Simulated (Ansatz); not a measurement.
## Electronic structure of Se in real space

The calculation's input:

```
crystal:
  lattice:
    - [2.8955825514, -0.0482292614, -0.0169758006]
    - [-0.0482292614, 2.8440087199, 0.0843168906]
    - [-0.0169758006, 0.0843168906, 2.8274826094]
  atoms:
    - { symbol: Se, position: [0.0, 0.0, 0.0] }
basis:
  ecutwfc: 420
kpoints:
  mp_grid: { grid: [14, 14, 14] }
hamiltonian:
  xc: pbe
scf:
  occupations: { method: gaussian, width: 0.1 }
output:
  forces: true
  stress: true
  eigenvalues: true
  populations: true
  write_density: true
  write_potential: true
  elf: true
  volumetric_format: npy
```

Launched as:

```sh
ansatz run input.yaml --threads 1 --pin off --max-ram 1331MiB --backend cpu --events-out ev --progress --plain --runs-dir out
```

Below, planes, directions and counts refer to the conventional cell (a = 2.83 Å, b = 2.85 Å, c = 2.90 Å, α = 88.07°, β = 89.29°, γ = 86.59°).

Space group P-1; a structure from a database of computed crystals, not necessarily the ambient phase; changed on purpose from its base cell (all atoms moved at random, cell strained at random).

Method: DFT PBE, scalar-relativistic, plane waves, PAW (Ansatz).

In a PAW calculation such maps are meaningful between the atoms, not at the nuclei.

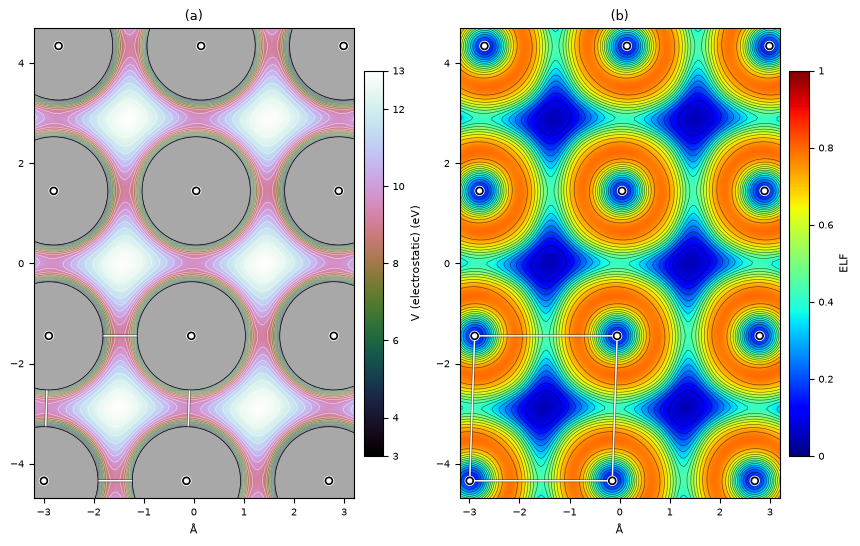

Figure 1. (a) electrostatic potential (local pseudopotential plus Hartree) felt by an electron; (b) electron localisation function on the (100) plane of the conventional cell. Circles mark the nuclei in the plane (Se). Grey discs cover the atomic cores in the potential map.

Question: Read the bonding off the picture.

Answer:
- Atoms in the plane: Se.
- Se–Se (2.85 Å): the ELF is about 0.45 at the midpoint.
- Se–Se (2.90 Å): the ELF is about 0.40 at the midpoint.
- Outside the cores the potential energy rises away from the atoms and is highest about 2.0 Å from the nearest atoms; its zero is arbitrary.

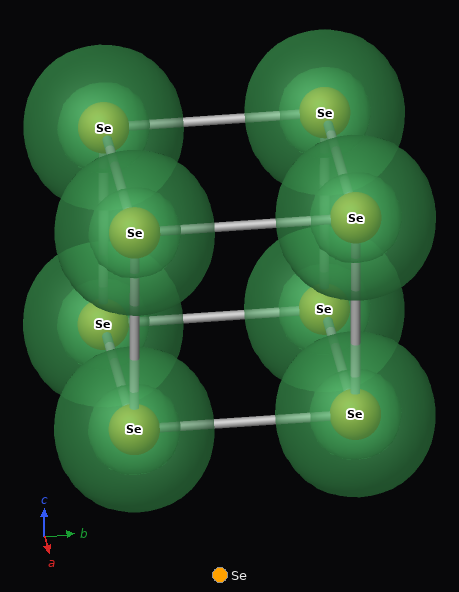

Figure 2. Isosurface of the electron localisation function at 0.7 (green), seen at an oblique angle. Core shells and regions of very low density are left out. Sticks mark near contacts.

Question: Describe the localisation domains.

Answer: The surface consists of one region wrapped around Se (its valence shell), counted in one cell of 1 atoms. Regions shared between cells count once.


Se–Se (2.83 Å): the ELF is about 0.45 at the midpoint.

Question: Does the calculation make it a metal, or give it a gap?

Answer: It is metallic or semimetallic at this level of theory: no gap opens.
